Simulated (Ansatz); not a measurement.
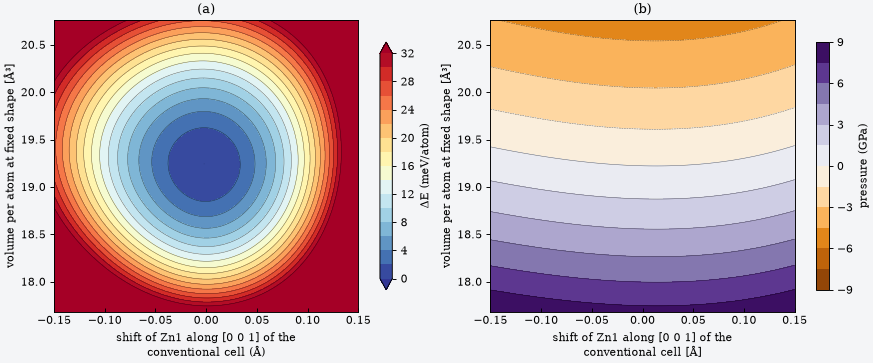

ZnS (P6_3mc, No. 186; 4 atoms in the cell). The energy is mapped over a free internal coordinate and the cell. The first coordinate is: shift of Zn1 along [0 0 1] of the conventional cell, Cartesian (0 0 1), its symmetry partners moved as symmetry demands (measured in the relaxed cell); the second: volume per atom at fixed shape. Nothing is relaxed (all other coordinates fixed). Grid: 5 × 5 points. Points are written as (first, second). Energies are in meV/atom, from the lowest grid point. Method: DFT PBEsol, scalar-relativistic, plane waves, PAW (Ansatz). Settings: cutoff 520 eV, k-mesh 9×9×6 in the order of the run's cell vectors, gaussian smearing 0.05 eV, no spin polarisation.

Panel (a) is the energy; panel (b) is the computed pressure, in GPa.

The picture shows filled contours, one colour for all values above the top of the scale. Between grid points the surface is interpolated.

How does the pressure vary over the map, and what is it at the lowest grid point?

It runs from −5.1 GPa at (0.000 Å, 20.76 Å³) to 9.0 GPa at (0.150 Å, 17.68 Å³). At the lowest grid point, (0.000 Å, 19.22 Å³), it is 0.0 GPa. The pressure is minus the slope of the energy with volume, so it vanishes at the true minimum, which need not be a grid point.

| second ↓, first → | −0.150 | −0.075 | 0.000 | 0.075 | 0.150 |
| --- | --- | --- | --- | --- | --- |
| 20.76 | −4.4 | −4.9 | −5.1 | −5.0 | −4.4 |
| 19.99 | −2.1 | −2.6 | −2.8 | −2.7 | −2.0 |
| 19.22 | 0.8 | 0.3 | 0.0 | 0.2 | 0.9 |
| 18.45 | 4.4 | 3.8 | 3.5 | 3.7 | 4.5 |
| 17.68 | 8.9 | 8.2 | 7.9 | 8.1 | 9.0 |
